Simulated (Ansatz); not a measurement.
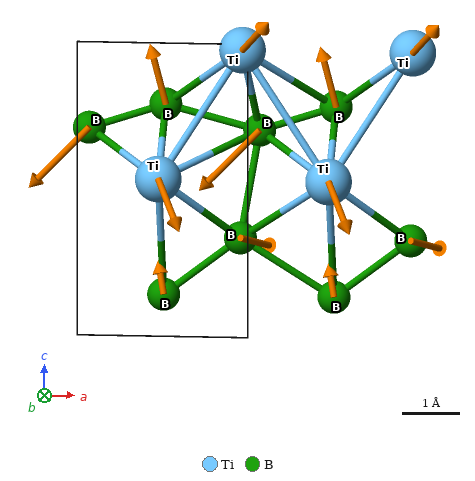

This is a relaxation of crystalline TiB₂ (set up in P1) (coarse preliminary run). The starting structure is drawn; orange arrows show the displacements (the part carried along by the change of the cell is left out), 5 times their true length.

A ball-and-stick model of the cell of the calculation, repeated 2 × 1 × 1 with one cell outlined, seen along the b axis.

All numbers below come from DFT PBE, scalar-relativistic, plane waves, PAW in Ansatz. (plane-wave cutoff 420 eV; k-point mesh 8 × 6 × 4; occupations gaussian; smearing width 0.2 eV; no spin polarisation; cell and atoms relaxed; force threshold 0.025 eV/Å; at most 60 steps)

Question: Which element moves most?

Answer: Boron: up to 0.31 Å, against 0.23 Å for titanium.

Question: What did the optimiser do to the structure, and how much energy did it gain?

Answer: The energy falls by 686 meV per atom in 5 accepted moves (6 points after the start). Largest force component: 8.4 eV/Å at the start, 0.00045 eV/Å at the end. The pressure goes from 30.76 to 0.08 GPa. At 1 point the geometry stayed and the basis and grid were re-selected for the new cell (energy shift of 0.5 meV per atom at most each time). The largest move relative to the cell is that of a B atom, 0.31 Å along [−3 1 −2]. Largest moves by element: B 0.31 Å, Ti 0.23 Å. The volume changes by +2.9 %, with a 3.040 → 3.030 Å (−0.3 %), b 3.137 → 3.226 Å (+2.8 %), c 5.234 → 5.253 Å (+0.3 %), α 91.6° → 90.0°, β 91.0° → 90.0°, γ 89.0° → 90.0°. Some distances before and after: B–Ti 2.012 → 2.380 Å, B–Ti 2.737 → 2.381 Å, B–Ti 2.050 → 2.380 Å, B–B 1.432 → 1.749 Å. The space group (tolerance 0.01 Å) goes from P1 (No. 1) to P6/mmm (No. 191).
